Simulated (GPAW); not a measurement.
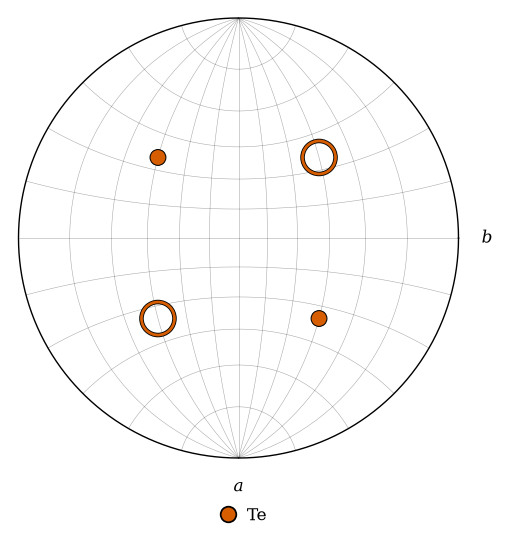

For CdTe, an entry of the Crystallography Open Database, as set up for an electronic-structure calculation: directions from one cadmium atom at (0, 0, 0) to its bonded neighbours, in stereographic projection down c (filled: above the plane of the page or in it, open: below). Symmetry computed with spglib at a tolerance of 0.002 Å; standard conventional cell.

Neighbours are counted up to 3.44 Å for Te.

```
Te Cd
1.0
     6.41000    0.00000    0.00000
     0.00000    6.41000    0.00000
     0.00000    0.00000    6.41000
Te Cd
4 4
Direct
  0.25000 0.25000 0.25000
  0.25000 0.75000 0.75000
  0.75000 0.25000 0.75000
  0.75000 0.75000 0.25000
  0.00000 0.00000 0.00000
  0.00000 0.50000 0.50000
  0.50000 0.00000 0.50000
  0.50000 0.50000 0.00000
```

How many neighbours are there, and at what angles?

4: 4 Te at 2.78 Å. Angles between bonds: 109° (6×).

What is the site's symmetry in the crystal?

Point group -43m (Td), order 24: three −4 axes, four threefold axes, six mirror planes. In F-43m, No. 216 this is Wyckoff position 4a.
